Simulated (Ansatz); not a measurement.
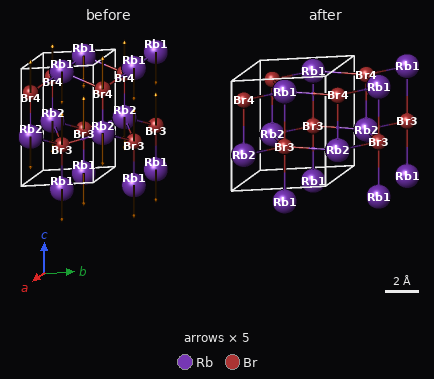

The structure of solid RbBr (a generated structure, set up in P6_3mc) before (left) and after (right) a relaxation, at one scale. The orange arrows give the displacements (the part carried along by the change of the cell is left out), 5 times their true length.

A ball-and-stick model of the cell of the calculation, repeated 2 × 2 × 1 with one cell outlined, seen slightly off an axis.

Case: cell and atoms relaxed from a first guess.

Theory: Ansatz 0.2.0, DFT, PBE, PAW with Ansatz's default frozen-core files, scalar-relativistic. Set-up: plane-wave cutoff 420 eV; k-point mesh 10 × 10 × 6; occupations fermi dirac; smearing width 0.05 eV; no spin polarisation; cell and atoms relaxed; force threshold 0.005 eV/Å; at most 80 steps.

**Describe what moved and what it gained.**

The largest moves relative to the cell, 0.43 Å, are those of Rb1, Rb2, Br3 and Br4. Rb2 goes along −c. By element the largest moves are Rb 0.43 Å, Br 0.43 Å. Cell: a = b 4.556 → 5.942 Å (+30.4 %), c 7.426 → 6.957 Å (−6.3 %). Volume +59.4 %. Among the contacts that change: Rb1–Br3 4.634 → 3.478 Å, Rb1–Br3 (another image) 2.792 → 3.478 Å, Rb1–Br4 2.787 → 3.431 Å. New bonds form: Rb1–Br3 (4.63 → 3.48 Å), Rb2–Br4 (4.63 → 3.48 Å). Bond angles that change, for instance: Rb1–Br3–Rb2 109.3° → 90.0°, Br3–Rb1–Br4 109.3° → 90.0°, Rb2–Br3–Rb2 109.6° → 120.0°. The space group (tolerance 0.01 Å) goes from P6_3mc (No. 186) to P6_3/mmc (No. 194). The energy falls by 3.462 eV per cell of the calculation in 15 accepted moves (18 points after the start). Largest force component: 0.0092 eV/Å at the start, under 0.0001 eV/Å at the end. The pressure goes from 17.36 to −0.01 GPa. The line search rejected the trial step at point 12 of the run. The SCF was repeated twice at an unchanged geometry on a basis and grid sized afresh for the cell, which shifted the energy by 89.8 meV per cell of the calculation at most.
